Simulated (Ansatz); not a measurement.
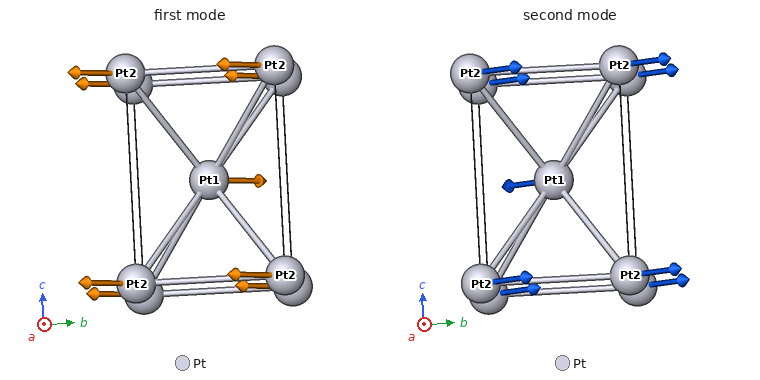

The system is Pt (Fm-3m, No. 225; 2 atoms in the cell); the picture shows the reference structure; its two panels give the patterns of the first and the second mode as arrows. The energy is mapped over two normal modes frozen in (zone-centre modes of the 2-atom cell of this scan, which folds in the wave vector (0, 1/2, 1/2) of the primitive cell). First axis: amplitude of mode 4 (121 cm⁻¹), largest displacement. Second axis: amplitude of mode 5 (121 cm⁻¹), largest displacement. Nothing is relaxed (the cell and all other modes fixed). The scan uses an 11 × 11 grid; 21 points were computed and 100 follow by symmetry. Points are written as (first, second). Energies: meV per cell, counted from the lowest grid point. All numbers below come from Ansatz, DFT PBE, scalar-relativistic, plane waves, PAW. Settings: cutoff 420 eV, k-mesh 16×16×12 in the order of the run's cell vectors, gaussian smearing 0.15 eV, no spin polarisation.

Its coordinates:

```
CELL_PARAMETERS angstrom
0.00000 -1.98496 -1.98496
0.00000 1.98496 -1.98496
3.96993 0.00000 0.00000
ATOMIC_POSITIONS crystal
Pt 0.50000 0.50000 0.50000
Pt 0.00000 0.00000 0.00000
```

Range: amplitude of mode 4 (121 cm⁻¹), largest displacement from −0.119 to 0.119 Å; amplitude of mode 5 (121 cm⁻¹), largest displacement from −0.119 to 0.119 Å.

**What landscape does the calculation give?**

The lowest grid point is at (0.000 Å, 0.000 Å). It is the only kind of minimum in the scanned range. The highest grid point, (−0.119 Å, −0.119 Å), lies 240 meV above the lowest.

```
second ↓, first →  −0.119  −0.095  −0.071  −0.048  −0.024  0.000  0.024  0.048  0.071  0.095  0.119
            0.119     240     204     179     162     152    149    152    162    179    204    240
            0.095     204     164     133     112     100     96    100    112    133    164    204
            0.071     179     133      98      73      59     54     59     73     98    133    179
            0.048     162     112      73      46      29     24     29     46     73    112    162
            0.024     152     100      59      29      12      6     12     29     59    100    152
            0.000     149      96      54      24       6      0      6     24     54     96    149
           −0.024     152     100      59      29      12      6     12     29     59    100    152
           −0.048     162     112      73      46      29     24     29     46     73    112    162
           −0.071     179     133      98      73      59     54     59     73     98    133    179
           −0.095     204     164     133     112     100     96    100    112    133    164    204
           −0.119     240     204     179     162     152    149    152    162    179    204    240
```

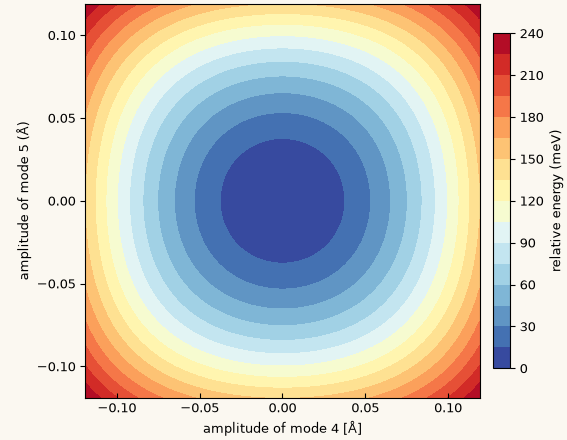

Drawn: filled contours. Between grid points the surface is interpolated.

The whole map (21 points run) took 6.9 min on 2 threads of Arm Neoverse N1, with other jobs on the host.

PAW datasets: the set soft_1.
